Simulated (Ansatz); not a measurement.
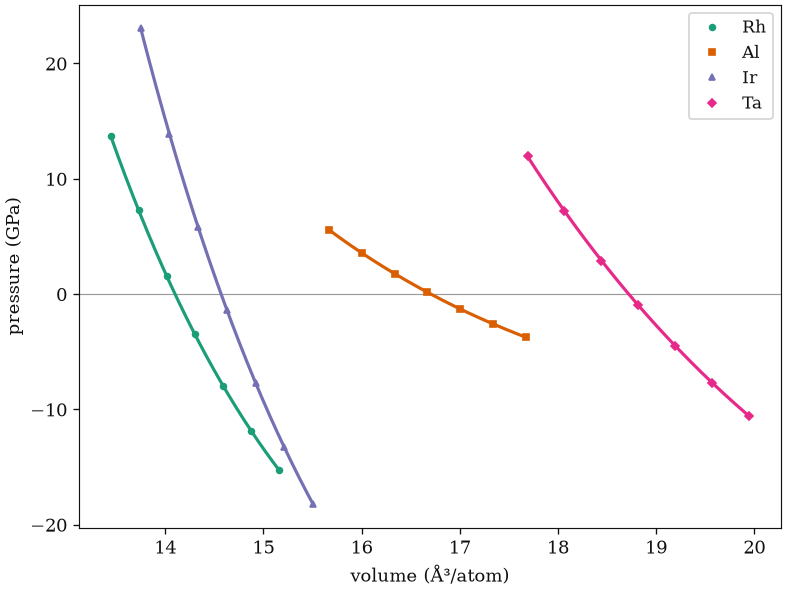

Plotted: pressure against volume, with one curve for each element, for Al, Ir, Rh and Ta (all in space group P6_3/mmc (No. 194)).

How it was computed, with Ansatz 0.2.0: all-electron LAPW DFT, no spin polarisation; energies at scaled volumes of the given cell, shape and fractions fixed, counted from the fit's minimum, third-order Birch-Murnaghan fit. Level: PBE.

```
       setting                                   value
   occupations                             Fermi–Dirac
smearing width                                 0.05 eV
    potentials  all electron LAPW, scalar relativistic
```

Settings that differ: Rh: k mesh 11×11×6; Al: k mesh 11×11×6; Ir: k mesh 11×11×6; Ta: k mesh 11×11×5.

> Order the curves by fitted equilibrium volume, smallest first.

Rh 14.099, Ir 14.569, Al 16.703, Ta 18.720 Å³/atom.

> Order the curves by fitted bulk modulus, smallest first.

Al 75.5, Ta 188.8, Rh 254.6, Ir 343.4 GPa.

Note: shape and atomic fractions are frozen while scaling, which makes layered, chain and framework solids too stiff.

The computed values:

Rh:
| volume (Å³/atom) | pressure (GPa) |
| --- | --- |
| 13.44 | 13.72 |
| 13.73 | 7.25 |
| 14.02 | 1.54 |
| 14.30 | −3.50 |
| 14.59 | −7.94 |
| 14.87 | −11.85 |
| 15.16 | −15.28 |

Al:
| volume (Å³/atom) | pressure (GPa) |
| --- | --- |
| 15.67 | 5.56 |
| 16.00 | 3.56 |
| 16.34 | 1.77 |
| 16.67 | 0.16 |
| 17.00 | −1.29 |
| 17.34 | −2.58 |
| 17.67 | −3.74 |

Ir:
| volume (Å³/atom) | pressure (GPa) |
| --- | --- |
| 13.75 | 23.05 |
| 14.04 | 13.90 |
| 14.33 | 5.80 |
| 14.63 | −1.36 |
| 14.92 | −7.70 |
| 15.21 | −13.29 |
| 15.50 | −18.22 |

Ta:
| volume (Å³/atom) | pressure (GPa) |
| --- | --- |
| 17.69 | 11.94 |
| 18.07 | 7.20 |
| 18.44 | 2.91 |
| 18.82 | −0.98 |
| 19.19 | −4.50 |
| 19.57 | −7.70 |
| 19.95 | −10.59 |
